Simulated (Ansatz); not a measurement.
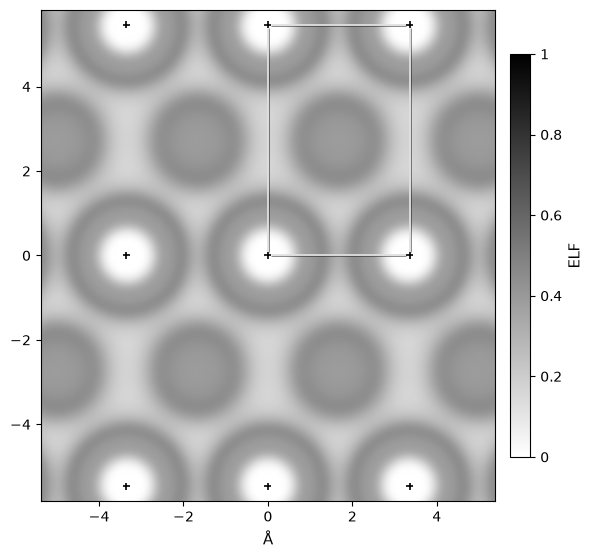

The ELF on a plane through atoms (crosses mark nuclei in the plane).

All numbers below come from Kohn-Sham DFT of a periodic cell, LDA, Ansatz PAW (Ansatz 0.2.0).

Candidates:
A. Sb, a = 3.35 Å, b = 3.35 Å, c = 5.47 Å, α = 90.00°, β = 90.00°, γ = 120.00°. Space group P6₃/mmc; a structure from a database of computed crystals, not necessarily the ambient phase; computed pressure about −3 GPa in this cell.
B. Ge, a = 3.08 Å, b = 3.08 Å, c = 3.81 Å, α = 90.00°, β = 90.00°, γ = 90.00°. Space group I4/mmm; a generated structure, not necessarily the stable one.

### Which candidate gave the map?

Candidate A: Sb on the (100) plane of the conventional cell, which holds Sb. Sb–Sb (3.35 Å): the ELF is about 0.30 at the midpoint.
